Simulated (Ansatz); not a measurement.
## STM study: Monolayer TiSe2

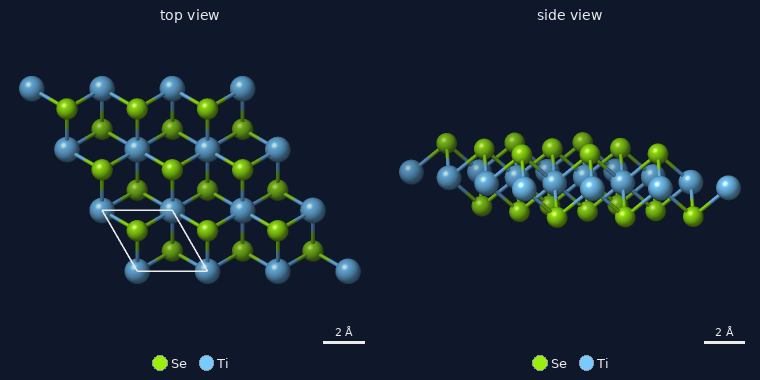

The relaxed structure from above and from the side.

Theory: DFT PBE+D3(BJ), scalar-relativistic, plane waves, PAW (Ansatz 0.2.0). Cutoff 420 eV, 24 × 24 k-points, Gaussian smearing 0.05 eV, dipole correction. No spin polarisation. No Hubbard term, so a correlated insulator may come out metallic. The run warns that the functional's potential is rough in the thin density of the vacuum, where the tip is; weak contrasts and barriers may feel it.

Images follow the Tersoff–Hamann model: the current is the local density of the sample's states between the Fermi level and the bias, at the tip's centre. Bias windows are sharp sums over the levels of the k mesh.

Input file:

```yaml
crystal:
  lattice:
    - [3.4768429786, -2.8e-09, 0.0]
    - [-1.7384214869, 3.0110343459, 0.0]
    - [0.0, 0.0, 23.1429618612]
  atoms:
    - { symbol: Se, position: [0.6666666667, 0.3333333333, 0.4324419917] }
    - { symbol: Ti, position: [0.0, 0.0, 0.4999999994] }
    - { symbol: Se, position: [0.3333333333, 0.6666666667, 0.567558009] }
basis:
  ecutwfc: 420.0
  fft_grid_basis: typed
kpoints:
  mp_grid: { grid: [24, 24, 1] }
hamiltonian:
  xc: pbe
  dispersion: d3bj
  pseudopotentials: { kind: paw }
scf:
  occupations: { method: gaussian, width: 0.05 }
output:
  forces: true
  eigenvalues: true
  band_densities:
    - { e_range: [-2.0, -1.0] }
    - { e_range: [-1.0, -0.5] }
    - { e_range: [-0.5, -0.25] }
    - { e_range: [-0.25, 0.0] }
    - { e_range: [0.0, 0.25] }
    - { e_range: [0.25, 0.5] }
    - { e_range: [0.5, 1.0] }
    - { e_range: [1.0, 1.5] }
  band_residual_tolerance: 1.0e-05
  write_potential: true
  elf: true
  write_density: true
  volumetric_format: npy
efield:
  axis: 3
  dipole_correction: true
  ramp_width: 0.04
checkpoint:
  read: start.run
  write: ck
  compress: false
  write_wavefunctions: false
  write_every: 100000
```

Run with:

```sh
ansatz run input.yaml --threads 1 --pin off --max-ram 2211MiB --backend cpu --events-out ev --progress --plain --runs-dir out
```

Cost without the relaxation before it: 110 s on 1 thread of Arm Neoverse N1 (shared host), peak memory 0.63 GiB.

## 1. One image

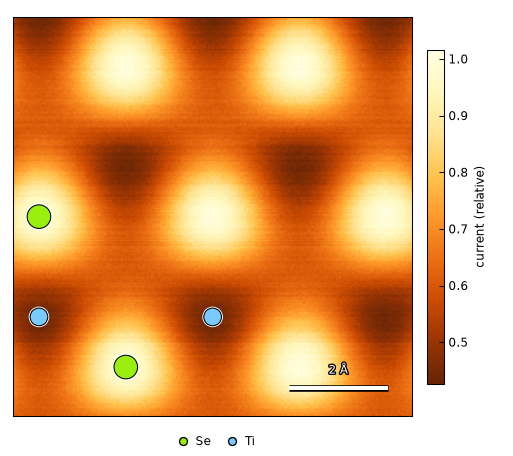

Constant-height image 3.5 Å above the topmost atom of this surface, sample bias +1.00 V. The atoms seen from above are drawn over one corner (deeper ones smaller). Noise was added to mimic a scan.

Which atoms or sites appear bright, which dark, and how strong is the contrast?

Answer. The brightest spots lie over the top Se atoms; the darkest points are over the sites above the Ti atoms 1.6 Å below the top plane. The brightest point carries 2.3 times the current of the darkest.

## 2. Approach curves

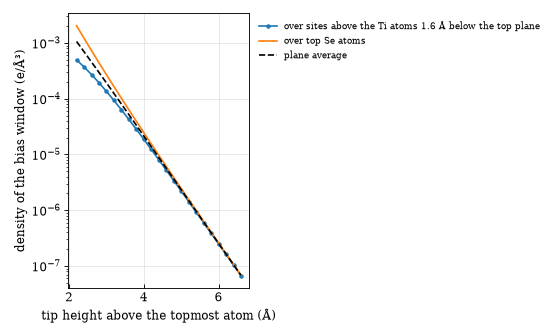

Approach curves over this surface at a sample bias of +1.50 V.

How fast does the current decay, and what apparent barrier height does that imply?

Answer. Near 4 Å the plane average falls as exp(−2.21 z/Å), a factor of 9.1 per ångström, which gives an apparent barrier of 4.7 eV (0.952 eV Å² times the slope squared). The vacuum level lies 5.24 eV above zero bias. The upper edge of the window lies 3.74 eV under it. The apparent barrier is above 3.74 eV. At 4 Å the 0.50 eV of states nearest the upper edge carry 70 % of the density.

## 3. States by depth

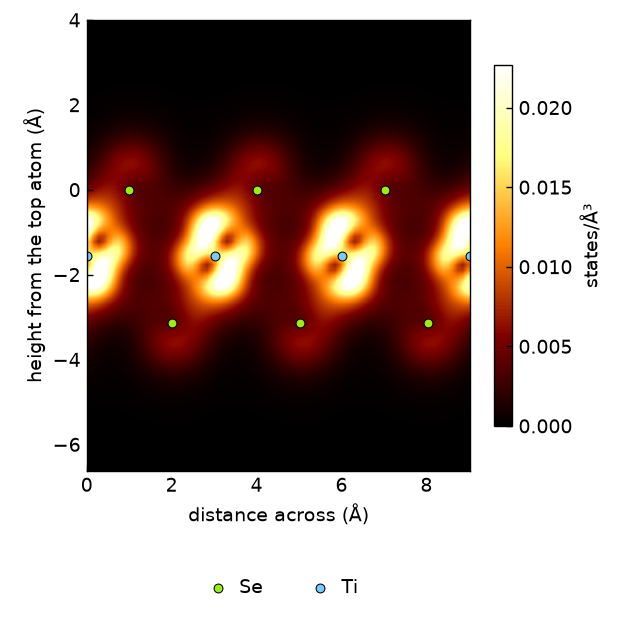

Density of all states between +0.25 and +0.50 eV (zero: the Fermi level) of this surface: side view, averaged along the second cell vector.

The picture shows the smooth PAW orbitals' density alone, which lacks about 28 % of these states' charge, near the nuclei; the shares below count all of it.

Where in the slab do these states sit?

Answer. The window holds 0.52 states per cell. Shares by plane (space cut midway between planes), top to bottom: Se 18 %, Ti 65 %, Se 18 %; the outer planes' shares include the vacuum, and density in a gap between layers is shared out between the planes on either side.

## 4. Bias series

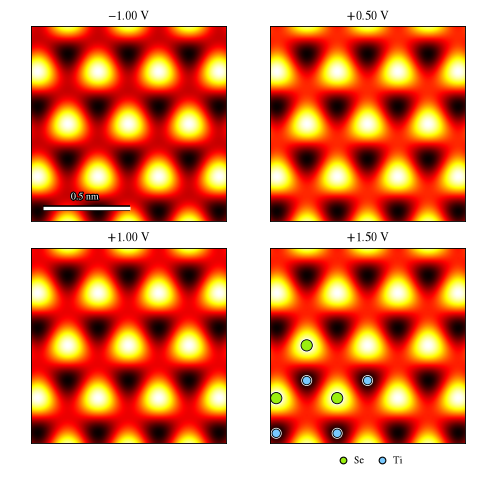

Constant-height images of this surface at 4 sample biases, each on its own colour scale; the last has the atoms seen from above drawn over one corner (deeper ones smaller).

How do the images change with bias?

Answer.
| bias | height (Å) | bright/dark | brightest over |
| --- | --- | --- | --- |
| −1.00 V | 4.0 | 1.8 | top Se atoms |
| +0.50 V | 4.0 | 2.1 | top Se atoms |
| +1.00 V | 4.0 | 1.7 | top Se atoms |
| +1.50 V | 4.0 | 1.3 | top Se atoms |

The sheet has states at the Fermi level, so this model gives a current down to small biases. Its work function (top face) is 5.24 eV.
